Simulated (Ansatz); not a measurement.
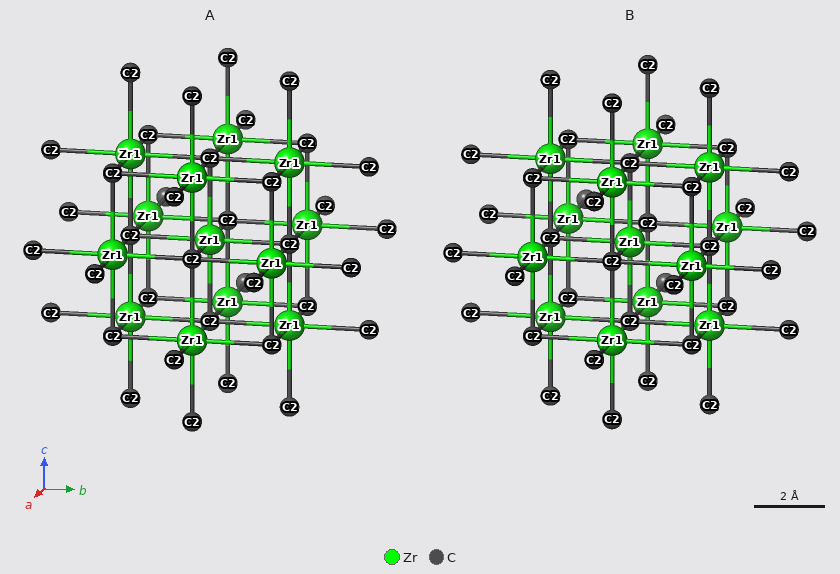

Two geometries of crystalline ZrC (built on the rocksalt type): one is the relaxed structure, the other was perturbed away from it. The picture is a ball-and-stick view of the conventional cell (4 times the calculation's cell), seen slightly off an axis. Lengths and directions refer to the drawn axes.

Theory: DFT PBEsol, scalar-relativistic, plane waves, PAW (Ansatz). Settings: plane-wave cutoff 420 eV; k-point mesh 12 × 12 × 12; occupations gaussian; smearing width 0.05 eV; no spin polarisation.

**Which is the distorted one, and what does the distortion cost?**

Structure A is the perturbed one. The cell is strained by +3.0 % along c and none across it (volume +3.0 %), the atoms keeping their fractional coordinates. No relaxation follows. The energy rises by 15.8 meV per atom. Pressure: 0.0 GPa before, −6.2 GPa after. The principal stresses (compression positive) are −12.7 GPa along c and −3.0 GPa across it. All forces vanish by symmetry. Near-neighbour distances before and after: C–Zr 2.335 → 2.335 to 2.405 Å. The space group (tolerance 0.01 Å) goes from Fm-3m (No. 225) to I4/mmm (No. 139).
